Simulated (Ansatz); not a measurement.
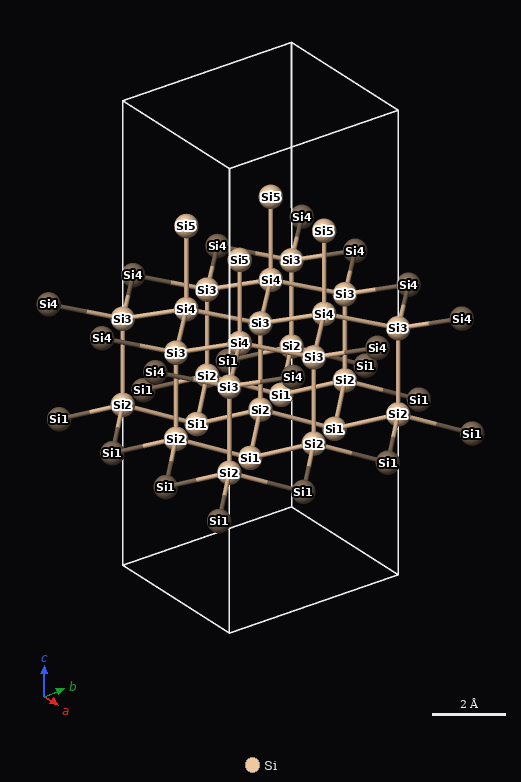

Fig. 1: The structure as given in the input (ball-and-stick view of the 2 × 2 repeat of the cell, with the vacuum cut short, seen slightly off an axis; neighbours outside the cell are drawn fainter; atoms are numbered from 1 in the order of the input). Near neighbours in the crystal (not all of them lie inside the picture): Si has 3 Si at 2.34 Å; Si has 4 Si at 2.30 to 2.46 Å; Si has 1 Si at 2.37 Å.

## What a change does: single-point calculation on Si

System: Si (slab, 5 atoms in the cell).
Method of the first run: DFT LDA, scalar-relativistic, plane waves, PAW, spin-polarised (Ansatz 0.2.0).

The structure derives from an entry of the Crystallography Open Database. Text and figures count atoms from 1; the logs count them from 0 in places.

Input file, the first run:
```yaml
crystal:
  lattice:
    - [3.8197534856, 0.0, 0.0]
    - [-1.9098767428, 3.3080035547, 0.0]
    - [0.0, 0.0, 20.8774703619]
  atoms:
    - { symbol: Si, position: [0.3333333333, 0.6666666667, 0.1915940931] }
    - { symbol: Si, position: [0.0, 0.0, 0.2289407592] }
    - { symbol: Si, position: [0.0, 0.0, 0.3465910495] }
    - { symbol: Si, position: [0.6666666667, 0.3333333333, 0.3773191975] }
    - { symbol: Si, position: [0.6666666667, 0.3333333333, 0.4908386976], spin: 2.0 }
basis:
  ecutwfc: 420
kpoints:
  mp_grid: { grid: [9, 9, 1] }
hamiltonian:
  xc: lda
scf:
  occupations: { method: gaussian, width: 0.05 }
output:
  forces: true
  eigenvalues: true
  populations: true
magnetization:
  spin_polarized: true
efield:
  axis: 3
  dipole_correction: true
  ramp_width: 0.04
```

Launched with:
```bash
ansatz run input.yaml --threads 1 --pin off --max-ram 3072MiB --backend cpu --events-out ev --progress --plain --runs-dir out
```

Hardware: 1 thread of Intel Xeon (Granite Rapids), 128 GiB of memory available, shared host.

Output, shortened to warnings, some set-up lines, iterations and results (the first run):
```
Basis set: ecut = 420 eV, 5169 PW (Γ)
Symmetry: 6 space group operations
k-points: 12 of 81 (time reversal used)
Initial density: superposition of atomic densities (neutral atoms: chi_scale 0, normalization atom)
[...]
SCF iter   1: F=—  HF=-3039.926397 eV  |F-HF|=—  |Δ(HF+E_count)|=         —  Δρ=1.78e-2 (↑1.78e-2 ↓1.45e-2)  dr2=6.79e0  dr2_m=2.06e-1  M=0.622 μB ∫|m|=0.743 μB  β_m=0.30  …
SCF iter   2: F=—  HF=-3039.692371 eV  |F-HF|=—  |Δ(HF+E_count)|=   2.34e-1  Δρ=1.32e-2 (↑1.32e-2 ↓1.04e-2)  dr2=3.91e0  dr2_m=1.23e-1  M=0.481 μB ∫|m|=0.639 μB  β_m=0.30  …
SCF iter   3: F=—  HF=-3039.363151 eV  |F-HF|=—  |Δ(HF+E_count)|=   3.29e-1  Δρ=7.07e-3 (↑7.07e-3 ↓6.25e-3)  dr2=4.06e-1  dr2_m=8.36e-2  M=0.215 μB ∫|m|=0.527 μB  β_m=0.30  …
SCF iter   4: F=—  HF=-3039.429016 eV  |F-HF|=—  |Δ(HF+E_count)|=   6.59e-2  Δρ=5.54e-3 (↑5.54e-3 ↓4.73e-3)  dr2=2.01e-1  dr2_m=4.91e-2  M=0.175 μB ∫|m|=0.433 μB  β_m=0.30  …
SCF iter   5: F=—  HF=-3039.446330 eV  |F-HF|=—  |Δ(HF+E_count)|=   1.73e-2  Δρ=3.88e-3 (↑3.88e-3 ↓3.61e-3)  dr2=6.54e-2  dr2_m=2.84e-2  M=0.167 μB ∫|m|=0.361 μB  β_m=0.30  …
[... 11 lines ...]
SCF iter  17: F=—  HF=-3039.507393 eV  |F-HF|=—  |Δ(HF+E_count)|=   1.21e-8  Δρ=6.87e-7 (↑5.84e-7 ↓6.87e-7)  dr2=6.17e-10  dr2_m=9.61e-10  M=-0.063 μB ∫|m|=0.069 μB  β_m=0.98 …
SCF iter  18: F=—  HF=-3039.507393 eV  |F-HF|=—  |Δ(HF+E_count)|=   1.15e-8  Δρ=4.87e-7 (↑4.05e-7 ↓4.87e-7)  dr2=1.99e-10  dr2_m=4.65e-10  M=-0.062 μB ∫|m|=0.069 μB  β_m=0.99 …
SCF iter  19: F=-3039.507393 eV  HF=-3039.507393 eV  |F-HF|=2.59e-11  |Δ(HF+E_count)|=   1.09e-8  Δρ=9.85e-8 (↑6.20e-8 ↓9.85e-8)  dr2=4.20e-11  dr2_m=1.26e-11  M=-0.062 μB …
SCF iter  20: F=-3039.507393 eV  HF=-3039.507393 eV  |F-HF|=1.36e-12  |Δ(HF+E_count)|=  2.92e-10  Δρ=1.86e-8 (↑1.44e-8 ↓1.86e-8)  dr2=5.19e-12  dr2_m=2.18e-13  M=-0.062 μB …
SCF 1 converged in 20 iterations: F = -3039.507393 eV  dr2 = 5.19e-12
SCF converged after 20 iterations
Magnetization: -0.0616 μB (9.9692 up, 10.0308 down)
Absolute magnetization: 0.0679 μB (∫|ρ↑−ρ↓|, with the PAW one-centre terms)
Spin contamination: 0.0006 ħ² per cell (⟨S²⟩ above its minimum at these occupations)
Per-site moments (μB) at R_I (Å): [(-0.015003490797511246, 0.9648835950262374), (-0.002034572955089135, 0.9648835950262374), (-0.0029796207128936435, 0.947409429655453), (-0.002226286366280399, 0.947409429655453), (-0.0009279303321106595, 0.977624999519625)]
Free energy (F): -3039.507393 eV
Harris-Foulkes:  -3039.507393 eV  (|F-HF|=1.36e-12)
Internal energy: -3039.502661 eV  (E = F + TS)
E sigma→0 (E₀):  -3039.505027 eV
Entropy (-TS):   -0.004733 eV (-0.947 meV/atom)
Fermi energy:    -0.841210 eV
Dipole field:    D = -0.022766 V/Å  (p = -0.033189 e·Å, saw-weighted, corrected)
Work function:   Φ+ = 5.3138 eV   Φ− = 4.8385 eV
Levels:          The Fermi level and band energies are counted from a zero that moves with the ramp; work functions are not
--- Per-component energies (eV) ---
  E_band       = -109.625849
  E_kinetic    = 193.806937
  E_local      = -3948.184830  (includes V_loc(G=0)·N_el)
  E_nonlocal   = 135.615167
  E_hartree    = 1875.810837
  E_xc         = -269.475296
  E_vxc        = -229.493344  (∫ρ·V_xc dr)
  E_paw        = -2429.131283  (= ΣΔE_a)
  E_vpaw       = -12.857722  (= ΣTr[D̂ρ^β])
  E_aug_tail   = 0.000031  (compensation charges beyond the density's cutoff)
  E_efield     = 0.000378  (sawtooth field / dipole correction)
  E_vefield    = -0.133843  (∫n·V_field dr)
  E_ewald      = 1401.633747
  E_core_change = 0.421654  (= ΣΔE_core)
  E_smearing   = -0.004733  (= −TS)
  E_closure    = -0.000000  (closes the sum)
  Σ components = -3039.507393   (vs F -3039.507393, Δ=0.00e0)
--- Forces (eV/Å), atoms counted from 1 ---
  atom   1  Si     0.00000000    -0.00000000     0.74376876
  atom   2  Si    -0.00000000     0.00000000    -0.59251643
  atom   3  Si    -0.00000000    -0.00000000    -0.58442416
  atom   4  Si     0.00000000     0.00000000     0.66576905
  atom   5  Si    -0.00000000    -0.00000000    -0.23269585
  max |Σ_I F_I| component: 9.86e-5 eV/Å
--- Löwdin populations: 5 sites ---
  site symbol       q [e]    m [muB]
     0     Si      3.9397    -0.0482
     1     Si      3.9797    -0.0004
     2     Si      3.9121    -0.0072
     3     Si      3.9769    -0.0041
     4     Si      3.9685    -0.0006
  spilling = 0.011158 (of n_electrons = 20.000000)
```

The input of the second run differs as follows (lines with − go, lines with + come):
```diff
-    - { symbol: Si, position: [0.6666666667, 0.3333333333, 0.4908386976], spin: 2.0 }
+    - { symbol: Si, position: [0.7777777778, 0.2222222222, 0.4908386976], spin: 2.0 }
```

What does this change do to the results?

With the same functional and potentials, the second run lies 19.2 meV per atom higher. The net moment of the cell goes from −0.06 to 0.00 μB. The largest force goes from 0.744 to 1.195 eV/Å. The work function goes from 5.31 to 5.09 eV. The SCF takes 18 iterations against 20. The irreducible k-points go from 12 to 25. On the same kind of shared host the second run took about 1.8 times as long.

Output, shortened to warnings, some set-up lines, iterations and results (the second run):
```
WARN: the starting moments were not kept: the SCF closed with an absolute magnetisation of 4.7e-6 μB, where they sum to 2 μB in size (1 site). That is at most 0.1 of that sum. Measured as dr2_m measures the in/out step, that magnetisation stands 1.2e-12 eV from none, at or under the dr2_threshold of 1.0e-7 eV: it is no larger than a step whose dr2_m would equal this threshold. The system may hold …
Basis set: ecut = 420 eV, 5169 PW (Γ)
Symmetry: 2 space group operations
k-points: 25 of 81 (time reversal used)
Initial density: superposition of atomic densities (neutral atoms: chi_scale 0, normalization atom)
[...]
SCF iter   1: F=—  HF=-3039.920468 eV  |F-HF|=—  |Δ(HF+E_count)|=         —  Δρ=1.83e-2 (↑1.83e-2 ↓1.40e-2)  dr2=8.61e0  dr2_m=2.16e-1  M=0.560 μB ∫|m|=0.722 μB  β_m=0.30  …
SCF iter   2: F=—  HF=-3039.433397 eV  |F-HF|=—  |Δ(HF+E_count)|=   4.87e-1  Δρ=1.20e-2 (↑1.20e-2 ↓9.90e-3)  dr2=2.03e0  dr2_m=1.14e-1  M=0.503 μB ∫|m|=0.675 μB  β_m=0.30  …
SCF iter   3: F=—  HF=-3039.285919 eV  |F-HF|=—  |Δ(HF+E_count)|=   1.47e-1  Δρ=7.22e-3 (↑6.74e-3 ↓7.22e-3)  dr2=7.04e-1  dr2_m=7.76e-2  M=0.291 μB ∫|m|=0.557 μB  β_m=0.30  …
SCF iter   4: F=—  HF=-3039.495699 eV  |F-HF|=—  |Δ(HF+E_count)|=   2.10e-1  Δρ=7.73e-3 (↑7.73e-3 ↓4.09e-3)  dr2=3.74e0  dr2_m=3.91e-2  M=0.401 μB ∫|m|=0.495 μB  β_m=0.30  …
SCF iter   5: F=—  HF=-3039.368680 eV  |F-HF|=—  |Δ(HF+E_count)|=   1.27e-1  Δρ=5.11e-3 (↑3.39e-3 ↓5.11e-3)  dr2=1.04e0  dr2_m=3.32e-2  M=0.120 μB ∫|m|=0.394 μB  β_m=0.30  …
[... 9 lines ...]
SCF iter  15: F=—  HF=-3039.411520 eV  |F-HF|=—  |Δ(HF+E_count)|=   2.30e-7  Δρ=1.37e-6 (↑1.37e-6 ↓9.71e-7)  dr2=4.87e-8  dr2_m=2.58e-9  M=-0.000 μB ∫|m|=0.000 μB  β_m=0.84  …
SCF iter  16: F=—  HF=-3039.411520 eV  |F-HF|=—  |Δ(HF+E_count)|=   8.94e-9  Δρ=3.39e-7 (↑3.39e-7 ↓2.99e-7)  dr2=2.91e-9  dr2_m=1.89e-10  M=-0.000 μB ∫|m|=0.000 μB  β_m=0.85  …
SCF iter  17: F=—  HF=-3039.411520 eV  |F-HF|=—  |Δ(HF+E_count)|=  3.02e-10  Δρ=1.22e-7 (↑1.22e-7 ↓1.19e-7)  dr2=8.79e-11  dr2_m=2.85e-11  M=0.000 μB ∫|m|=0.000 μB  β_m=0.83  …
SCF iter  18: F=-3039.411520 eV  HF=-3039.411520 eV  |F-HF|=6.82e-12  |Δ(HF+E_count)|=  5.59e-11  Δρ=3.04e-8 (↑3.04e-8 ↓2.97e-8)  dr2=2.87e-12  dr2_m=1.96e-12  M=0.000 μB …
SCF 1 converged in 18 iterations: F = -3039.411520 eV  dr2 = 2.87e-12
WARN: the starting moments were not kept: the SCF closed with an absolute magnetisation of 4.7e-6 μB, where they sum to 2 μB in size (1 site). That is at most 0.1 of that sum. Measured as dr2_m measures the in/out step, that magnetisation stands 1.2e-12 eV from none, at or under the dr2_threshold …
SCF converged after 18 iterations
Magnetization: 0.0000 μB (10.0000 up, 10.0000 down)
Absolute magnetization: 0.0000 μB (∫|ρ↑−ρ↓|, with the PAW one-centre terms)
Spin contamination: 0.0000 ħ² per cell (⟨S²⟩ above its minimum at these occupations)
Per-site moments (μB) at R_I (Å): [(-2.2973681090376582e-7, 0.96488359494201), (2.8208207641376468e-8, 0.96488359494201), (-3.2604622459352464e-8, 0.9474094295696721), (-2.640471889886195e-7, 0.9474094295696721), (1.179624948740254e-6, 1.0235728072436006)]
Free energy (F): -3039.411520 eV
Harris-Foulkes:  -3039.411520 eV  (|F-HF|=6.82e-12)
Internal energy: -3039.409048 eV  (E = F + TS)
E sigma→0 (E₀):  -3039.410284 eV
Entropy (-TS):   -0.002472 eV (-0.494 meV/atom)
Fermi energy:    -0.779242 eV
Dipole field:    D = -0.008930 V/Å  (p = -0.013019 e·Å, saw-weighted, corrected)
Work function:   Φ+ = 5.0861 eV   Φ− = 4.8996 eV
[...]
```

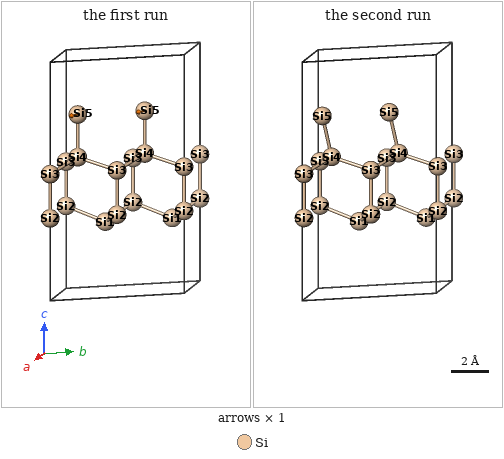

Fig. 2: The two input geometries at one scale (ball-and-stick view of the 1 × 2 repeat of the cell, with the vacuum cut short, seen slightly off an axis). The orange arrows on the first give the shifts of the atoms relative to the cell, at true length. The atom that moves furthest is Si5 (0.74 Å). The cell doesn't change. Among the contacts that change: Si4–Si5 2.370 → 2.481 Å.

The two runs side by side:

| quantity | the first run | the second run |
| --- | --- | --- |
| outcome | converged | converged |
| free energy per atom (eV) | −607.9015 | −607.8823 |
| energy per atom, smearing taken to zero (eV) | −607.9010 | −607.8821 |
| gap on the mesh (eV) | 0.00 | 0.00 |
| net moment of the cell (μB) | −0.06 | 0.00 |
| absolute moment of the cell (μB) | 0.07 | 0.00 |
| work function (eV) | 5.31 | 5.09 |
| largest force (eV/Å) | 0.744 | 1.195 |
| SCF iterations | 20 | 18 |
| irreducible k-points | 12 | 25 |
| plane waves at Γ | 5169 | 5169 |
| wall time (shared host) | 9.8 s | 18 s |

For the second run: Warnings: some starting moments were not kept.
